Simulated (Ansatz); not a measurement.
**AlNi3: density, localisation and related maps**

```
Al Ni
1.0
     3.52615    0.00000    0.00000
     0.00000    3.52615    0.00000
     0.00000    0.00000    3.52615
Al Ni
1 3
Direct
  0.00000 0.00000 0.00000
  0.00000 0.50000 0.50000
  0.50000 0.00000 0.50000
  0.50000 0.50000 0.00000
```

Space group Pm-3m; a structure from a database of computed crystals, not necessarily the ambient phase; spin-polarised.

Computed with DFT r2SCAN, scalar-relativistic, plane waves, PAW in Ansatz 0.2.0.

The density is the valence pseudo-density of a PAW calculation; it isn't the true density close to the nuclei.

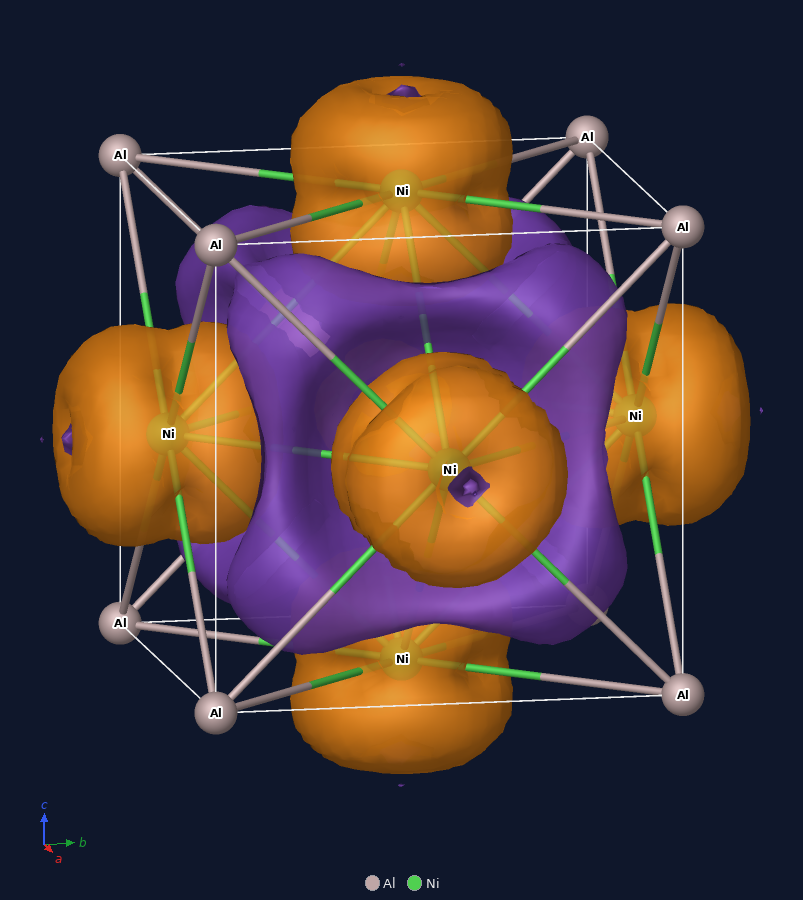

Figure 1. Isosurfaces of the spin density at +0.008 (orange) and −0.008 e/Å³ (purple), seen slightly off an axis. Sticks mark near contacts.

> Where is the spin, and how is it ordered?

The spin density sits on Ni: +0.4 μB (×3) in one cell of 4 atoms: parallel main moments (a ferromagnetic arrangement) in this solution. The cell of the calculation (4 atoms) carries 0.9 μB of net spin moment.

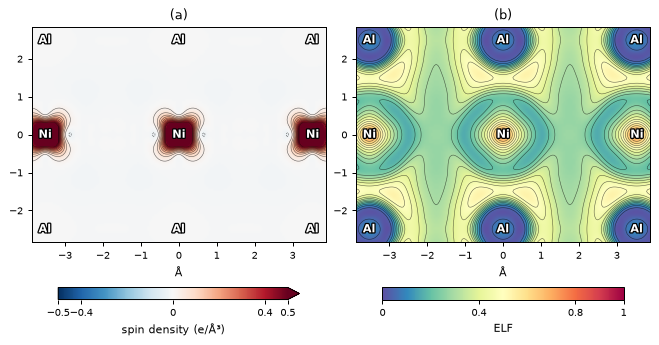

Figure 2. (a) magnetisation density (up minus down); (b) electron localisation function on the (101) plane of the conventional cell.

> What do the fields say about this system?

- The plane passes through Al and Ni nuclei.
- Al–Ni (2.49 Å): the ELF is about 0.40 at the midpoint.
- The features right at Ni lie inside the PAW spheres, where the map follows smoothed inner orbitals and isn't to be read closely.

> Does the calculation make it a metal, or give it a gap?

It is gapless in this calculation (a metal or semimetal).
